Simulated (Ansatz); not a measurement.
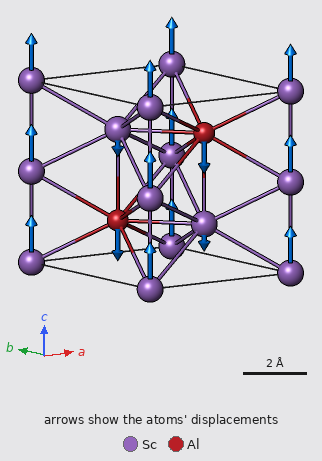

One vibrational mode of solid Sc₂Al at the zone centre. The blue arrows give the relative displacements of the atoms. The picture is a ball-and-stick view of the cell of the calculation, seen from a free direction.

Level of theory: DFT PBEsol, scalar-relativistic, plane waves, PAW (Ansatz). Settings: plane-wave cutoff 420 eV; k-point mesh 12 × 12 × 6; occupations fermi dirac; smearing width 0.15 eV; no spin polarisation.

The frequencies depend somewhat on the k-mesh and the smearing.

**Describe the mode and give its frequency.**

This is the A₂u mode at 204 cm⁻¹, optical level 4 of 10, counted from below, infrared-active by symmetry. The Sc (2a) sublattice moves against the Al and Sc (2d) sublattices, along c; the kinetic energy is shared as Sc 73 %, Al 27 %. The crystal is a metal, so free carriers screen the infrared response.
